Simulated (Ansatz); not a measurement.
## Run report: HfO₂, geometry relaxation (part 2 of 2)

The same run, continued: HfO₂ (P4₂/mnm, 6 atoms in the cell); DFT r2SCAN, scalar-relativistic, plane waves, PAW, no spin polarisation (Ansatz 0.2.0); cutoff 500 eV, 6×6×8 k-mesh, Gaussian smearing of 0.02 eV. The structure derives from a Materials Project entry. It belongs to a series of runs on one base structure; here: strain along c alone, the other axes held, atoms relaxed: +2.0 %.

Geometry of the input (Å; fractional positions):
```
4.8382  0.0000  0.0000
0.0000  4.8382  0.0000
0.0000  0.0000  3.2848
Hf 0.0000  0.0000  0.0000
Hf 0.5000  0.5000  0.5000
O  0.1949  0.8051  0.5000
O  0.3051  0.3051  0.0000
O  0.6949  0.6949  0.0000
O  0.8051  0.1949  0.5000
```

```
SCF converged after 2 iterations
Free energy (F): -33752.577208 eV
Harris-Foulkes:  -33752.577208 eV  (|F-HF|=4.26e-9)
Internal energy: -33752.577208 eV  (E = F + TS)
E sigma→0 (E₀):  -33752.577208 eV
Fermi energy:    13.966427 eV
--- Per-component energies (eV) ---
  E_band       = -210.192297
  E_kinetic    = 1542.560241
  E_local      = -13093.910162  (includes V_loc(G=0)·N_el)
  E_nonlocal   = -2304.767999
  E_hartree    = 5949.321131
  E_xc         = -859.521671
  E_vxc        = -1007.765611  (∫ρ·V_xc dr)
  E_paw        = -14543.040618  (= ΣΔE_a)
  E_vpaw       = 2699.260875  (= ΣTr[D̂ρ^β])
  E_aug_tail   = 0.004269  (compensation charges beyond the density's cutoff)
  E_vtau       = 55.786703  (kinetic-family band-sum trace: ∫τ·v_τ [+ j·A + Jᵃ·Aᵃ] dr)
  E_ewald      = -10443.737680
  E_core_change = 0.515280  (= ΣΔE_core)
  E_smearing   = -0.000000  (= −TS)
  E_closure    = -0.000000  (closes the sum)
  Σ components = -33752.577208   (vs F -33752.577208, Δ=0.00e0)
--- Forces (eV/Å), atoms counted from 1 ---
  atom   1  Hf     0.00000000    -0.00000000     0.00000000
  atom   2  Hf     0.00000000     0.00000000     0.00000000
  atom   3  O      0.00015965    -0.00015965     0.00000000
  atom   4  O     -0.00015965    -0.00015965     0.00000000
  atom   5  O      0.00015965     0.00015965     0.00000000
  atom   6  O     -0.00015965     0.00015965     0.00000000
  max |Σ_I F_I| component: 8.67e-19 eV/Å
--- Stress (GPa, compression-positive) ---
       -2.928062       0.000000       0.000000
        0.000000      -2.928062       0.000000
        0.000000       0.000000      -9.264497
  P = ⅓ Tr σ = -5.0402 GPa (-50.402 kbar)
--- Band table (eV; the first three rows and the last of 50) ---
  k-point 0: bands = ["-50.3850", "-50.3756", "-18.6388", "-18.6388", "-18.3511", "-18.3511", "-18.2424", "-18.1836", "-6.8114", "-6.0802", "-5.0461", "-5.0461", "1.2422", "1.2422", "1.2493", "1.2820", "1.2861", "1.2861", "1.2907", "1.2907", "1.3124", "1.3190", "1.3416", "1.3433", "1.4145", "1.4145", "6.3158", "6.7723", "7.5288", "8.1571", "8.1571", "9.9312", "9.9312", "10.0061", "10.9975", "11.3345", "11.3345", "11.7149", "16.2179", "16.2535", "17.3660", "17.6743", "17.6743", "18.6671", "19.9006", "20.4316"]
  k-point 1: bands = ["-50.3823", "-50.3737", "-18.6151", "-18.6151", "-18.3510", "-18.3510", "-18.3206", "-18.2682", "-6.6460", "-5.9635", "-5.1389", "-5.1389", "1.2460", "1.2460", "1.2549", "1.2835", "1.2863", "1.2863", "1.2927", "1.2927", "1.3100", "1.3156", "1.3353", "1.3392", "1.4019", "1.4019", "6.5483", "6.9446", "7.6844", "8.1691", "8.1691", "9.6055", "10.0959", "10.0959", "10.4900", "11.1481", "11.1481", "11.6046", "16.4960", "16.7082", "17.2646", "17.6619", "17.6619", "19.0123", "19.6929", "20.6949"]
  k-point 2: bands = ["-50.3757", "-50.3691", "-18.5533", "-18.5533", "-18.5027", "-18.4658", "-18.3546", "-18.3546", "-6.2361", "-5.6997", "-5.3593", "-5.3593", "1.2564", "1.2564", "1.2729", "1.2843", "1.2866", "1.2866", "1.2975", "1.2975", "1.3044", "1.3076", "1.3175", "1.3394", "1.3731", "1.3731", "7.1581", "7.3588", "8.1359", "8.2735", "8.2735", "8.7760", "9.5113", "10.3993", "10.3993", "10.6860", "10.6860", "11.2275", "17.0300", "17.1350", "17.5128", "17.7950", "17.7950", "19.1416", "19.9705", "21.3354"]
  k-point 49: bands = ["-50.3645", "-50.3645", "-18.7373", "-18.7373", "-18.4163", "-18.4163", "-18.4148", "-18.4148", "-5.7187", "-5.7187", "-5.4233", "-5.4233", "1.2854", "1.2854", "1.2860", "1.2860", "1.2865", "1.2865", "1.2891", "1.2891", "1.2986", "1.2986", "1.3366", "1.3366", "1.3386", "1.3386", "7.6511", "7.6511", "7.7874", "7.7874", "8.6145", "8.6145", "9.8199", "9.8199", "10.6869", "10.6869", "11.2245", "11.2245", "17.2791", "17.2791", "18.0854", "18.0854", "18.2945", "18.2945", "21.2459", "21.2459"]
--- Relaxed structure (3 steps of the walk, 3 accepted, 0 SCFs on fresh bases) ---
  F+E_penalty+E_count = -33752.57720817 eV   max|allowed force component| = 1.618e-4 eV/Å
  atoms:
    - { symbol: Hf, position: [-1.867432374526729e-20, -5.975783598485554e-20, 0.0] }
    - { symbol: Hf, position: [0.49999999999999994, 0.49999999999999994, 0.4999999999999999] }
    - { symbol: O, position: [0.1938692217902314, 0.8061307782097685, 0.4999999999999999] }
    - { symbol: O, position: [0.3061307782097686, 0.3061307782097686, 0.0] }
    - { symbol: O, position: [0.6938692217902314, 0.6938692217902314, 0.0] }
    - { symbol: O, position: [0.8061307782097685, 0.1938692217902314, 0.4999999999999999] }
```

## Trajectory as extended XYZ (Å, eV, eV/Å), 3 frames, from step=1 to step=3
```
6
Lattice="4.8382 0.0000 0.0000 0.0000 4.8382 0.0000 0.0000 0.0000 3.2848" Properties=species:S:1:pos:R:3:forces:R:3 step=1 energy=-33752.57492
Hf    0.0000    0.0000    0.0000    0.0000   0.0000   0.0000
Hf    2.4191    2.4191    1.6424    0.0000   0.0000   0.0000
O     0.9431    3.8951    1.6424   -0.1126   0.1126   0.0000
O     1.4760    1.4760    0.0000    0.1126   0.1126   0.0000
O     3.3622    3.3622    0.0000   -0.1126  -0.1126   0.0000
O     3.8951    0.9431    1.6424    0.1126  -0.1126   0.0000
6
Lattice="4.8382 0.0000 0.0000 0.0000 4.8382 0.0000 0.0000 0.0000 3.2848" Properties=species:S:1:pos:R:3:forces:R:3 step=2 energy=-33752.57714
Hf    0.0000    0.0000    0.0000    0.0000   0.0000   0.0000
Hf    2.4191    2.4191    1.6424    0.0000   0.0000   0.0000
O     0.9389    3.8993    1.6424   -0.0198   0.0198   0.0000
O     1.4802    1.4802    0.0000    0.0198   0.0198   0.0000
O     3.3580    3.3580    0.0000   -0.0198  -0.0198   0.0000
O     3.8993    0.9389    1.6424    0.0198  -0.0198   0.0000
6
Lattice="4.8382 0.0000 0.0000 0.0000 4.8382 0.0000 0.0000 0.0000 3.2848" Properties=species:S:1:pos:R:3:forces:R:3 step=3 energy=-33752.57721
Hf    0.0000    0.0000    0.0000    0.0000   0.0000   0.0000
Hf    2.4191    2.4191    1.6424    0.0000   0.0000   0.0000
O     0.9380    3.9002    1.6424    0.0002  -0.0002   0.0000
O     1.4811    1.4811    0.0000   -0.0002  -0.0002   0.0000
O     3.3571    3.3571    0.0000    0.0002   0.0002   0.0000
O     3.9002    0.9380    1.6424   -0.0002   0.0002   0.0000
```

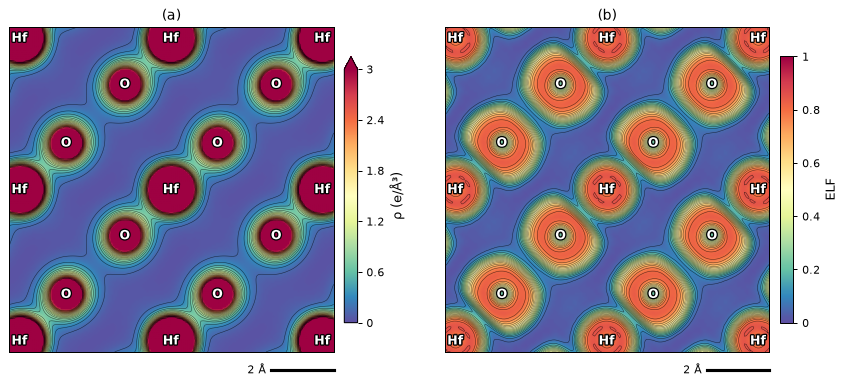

(a) valence charge density (pseudo); (b) electron localisation function on the (001) plane of the conventional cell. Hf–O (2.09 Å): the density is about 0.73 e/Å³ at the midpoint; the ELF peaks at about 0.85 in the valence shell of O, 0.6 Å from its nucleus, and drops to about 0.15 between the two atoms. Away from the nuclei the density in this plane falls to 0.03 e/Å³ at its lowest. The strong features right at Hf lie inside the PAW spheres (semicore, d or f shells) and say nothing about bonding. The fields are those of the smooth PAW valence density.

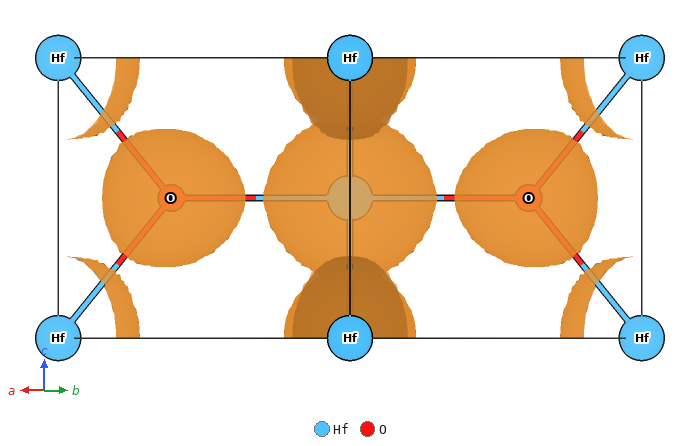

Isosurface of the valence electron density at 0.8 e/Å³ (orange), seen along [110]. Sticks mark near contacts. The outline is the cell set on symmetry axes. At this value the density breaks into separate islands; it holds about 85 % of the electrons treated as valence (semicore included). It is pinched off along the Hf–O (2.09 Å) contacts. On the grid the lowest density along these lines, outside the cores, is 0.68 e/Å³ (Hf–O, 2.09 Å).

## Summary

```tsv
quantity	value
outcome	converged
space group (tolerance 0.01 Å)	P4₂/mnm (136)
electrons treated	76
free energy	−33752.5772 eV
Fermi energy	13.966 eV
gap on the k-point mesh	4.50 eV
pressure	−5.04 GPa
final volume	76.89 Å³
largest force (length of the vector) at the end	under 0.001 eV/Å
final cell	a = 4.838 Å, b = 4.838 Å, c = 3.285 Å, α = 90.00°, β = 90.00°, γ = 90.00°
wall time	2.2 min
peak memory	0.69 GiB
```

## Remarks

The program warns: the SCF threshold is looser than advised for the printed stress. Spin–orbit coupling is left out, which matters for Hf.
